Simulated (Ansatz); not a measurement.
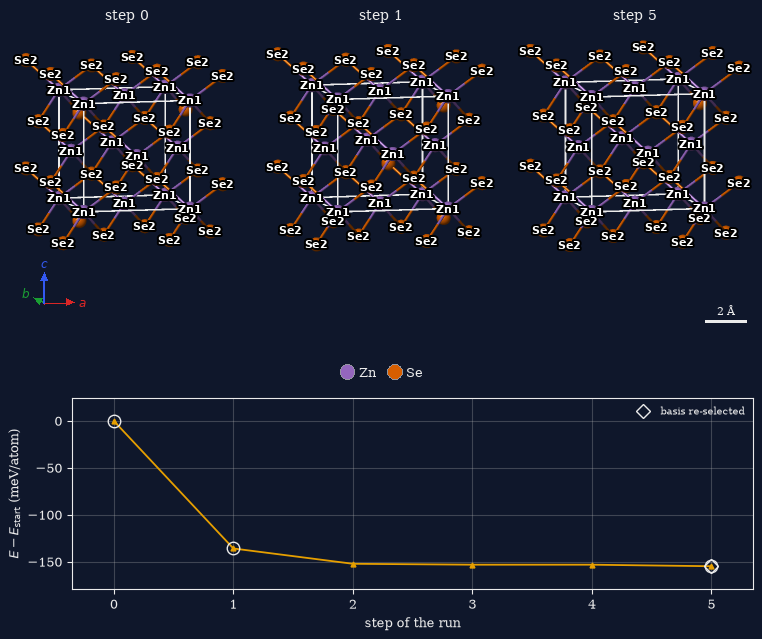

Frames of a relaxation of crystalline ZnSe (built on the zincblende type), marked on the history of the run. The picture is a ball-and-stick view of the conventional cell (4 times the calculation's cell), seen slightly off an axis. Lengths and directions refer to the drawn axes.

Method: DFT, PBE, plane waves, PAW in Ansatz.

Input file:
```yaml
crystal:
  lattice:
    - [0.0, 2.7008445593, 2.7008445593]
    - [2.7008445593, 0.0, 2.7008445593]
    - [2.7008445593, 2.7008445593, 0.0]
  atoms:
    - { symbol: Zn, position: [0.0, 0.0, 0.0] }
    - { symbol: Se, position: [0.25, 0.25, 0.25] }
kpoints:
  mp_grid: { grid: [8, 8, 8] }
hamiltonian:
  xc: pbe
scf:
  occupations: { method: fermi_dirac, width: 0.02 }
relax:
  f_tol: 0.005
  cell: {}
output:
  write_density: true
  write_potential: true
  elf: true
  volumetric_format: npy
```

Command:
```bash
ansatz run input.yaml --threads 4 --pin off --max-ram 7372MiB --backend cpu --events-out ev --progress --plain --runs-dir out
```

Describe the path.

No atom moves by more than 0.005 Å relative to the cell. Cell: a = b = c 5.402 → 5.732 Å (+6.1 %). Volume +19.5 %. Some distances before and after: Zn1–Se2 2.339 → 2.482 Å. The space group stays F-43m (No. 216). Over 4 accepted moves (5 points after the start) the energy falls by 155 meV per atom. All forces vanish by symmetry, so only the cell relaxes. Pressure: 15.17 GPa at the start and 0.02 GPa at the end. At 1 point the geometry stayed and the basis and grid were re-selected for the new cell (energy shift of 1.6 meV per atom at most each time). The run took 2.7 s on 4 threads of AMD EPYC 9R14 (Zen 4), with other jobs on the host, peak memory 0.45 GiB. From step 0 to 1: volume +12.2 %, energy −136 meV per atom. From step 1 to 5: volume +6.6 %, energy −18.9 meV per atom.

```tsv
step	E − E(0), meV/atom	pressure, GPa	volume, Å³/atom	note
0	0.00	15.17	19.701	
1	-135.72	4.18	22.097	
2	-152.02	0.96	23.168	
3	-152.99	0.09	23.508	
4	-152.99	0.00	23.545	
5	-154.61	0.02	23.545	same geometry, new basis
```
